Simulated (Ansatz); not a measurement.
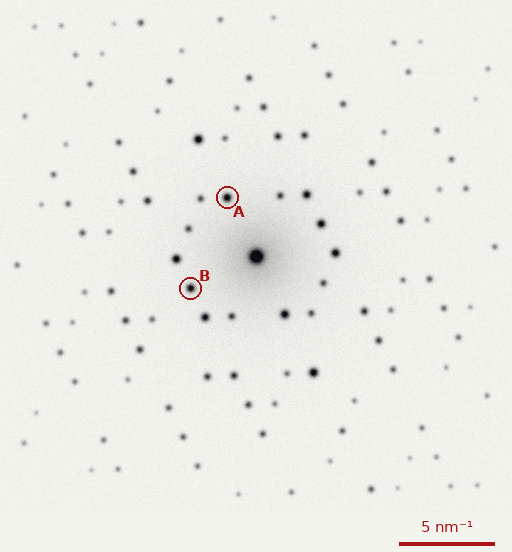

Kinematic zone-axis pattern, calculated for 100 keV electrons with B = 0.5 Å². Two individuals of a reflection twin are superposed (a geometric construction: whether this twin forms is not tested; the second individual is smaller and so fainter). Crystal: Cd, space group Pm-3n (No. 223), a = 5.83 Å, zone axis [210]. Structure: the input geometry of an electronic-structure calculation (not necessarily at equilibrium); the starting structure was generated, so it need not be a known form of this composition.

In the first individual spot A is 0 0 -2 and spot B is -1 2 0.

Q: Find the twin plane.

A: (1-21). The spot positions of the combined pattern are mirror-symmetric about the row through 1 -2 1 (d = 2.381 Å), which both individuals share, while a single individual has only symmetry 2mm without that mirror line. Friedel's law adds the mirror line at right angles, so a twin on (1-2-5) would give the same picture; the more widely spaced plane was used.

Q: Which other reflections coincide?

A: Off the common row, 1 -2 4, 2 -4 -1, 1 -2 -5 and their kin fall on spots of the second individual; about 32 % of the first individual's visible spots are shared.
